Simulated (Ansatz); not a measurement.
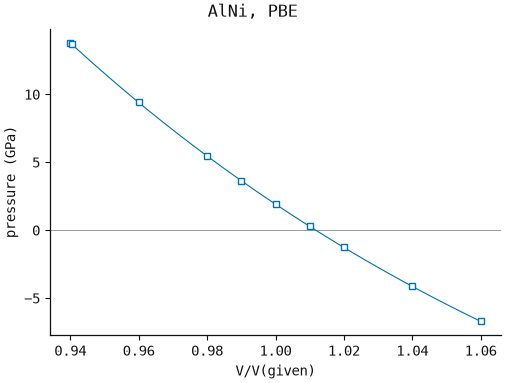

Plotted: pressure against V/V(given) for AlNi, space group Pm-3m (No. 221).

The given structure:
```xyz
2
Lattice="2.8810 0.0000 0.0000 0.0000 2.8810 0.0000 0.0000 0.0000 2.8810" Properties=species:S:1:pos:R:3 pbc="T T T"
Al    0.0000    0.0000    0.0000
Ni    1.4405    1.4405    1.4405
```

Method: periodic Kohn-Sham DFT of a crystal at fixed atoms, scaled to the stated factor times the given cell; pressure positive in compression (Ansatz 0.2.0). Level: PBE, collinear spin. The state reached is without moments.

- method: all-electron PAW
- relativity: scalar
- k mesh: 13×13×13
- occupations: Fermi–Dirac
- smearing width: 0.05 eV
- nucleus: Gaussian

V(given) is 11.96 Å³/atom.

What does the pressure do across the range?

Answer. It falls from 13.8 GPa at V/V(given) 0.9400 to −6.7 GPa at 1.0600, and changes sign near 1.012.

What does the calculation give for the volume at zero pressure from a fit of the pressures?

Answer. 12.1 Å³/atom.

What does the calculation give for the bulk modulus from that fit?

Answer. 160 GPa.

Caveats: run without spin, though Ni often carries a moment.
